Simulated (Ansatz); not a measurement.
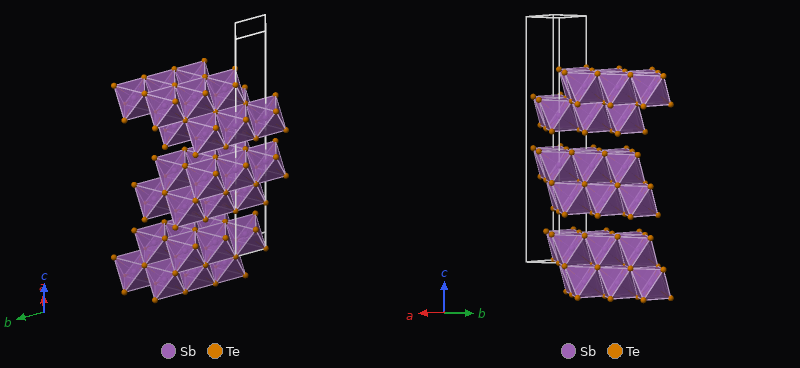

Polyhedra are drawn about Sb (bonds: Sb–Te below 3.5 Å); other atoms are plain spheres. Two views of the same piece.

The compound is Sb₂Te₃ (space group R-3m, No. 166), taken as the geometry relaxed with Ansatz 0.2.0, DFT PBE+D3(BJ), scalar-relativistic, plane waves, PAW.

What figure surrounds each Sb atom, and what does it share with the other drawn polyhedra?

Answer. Sb: SbTe6 octahedron, sharing edges with nine neighbours and corners with three neighbours.

How do these polyhedra hang together as a whole?

Answer. They form layers of corner- and edge-sharing octahedra parallel to (001).
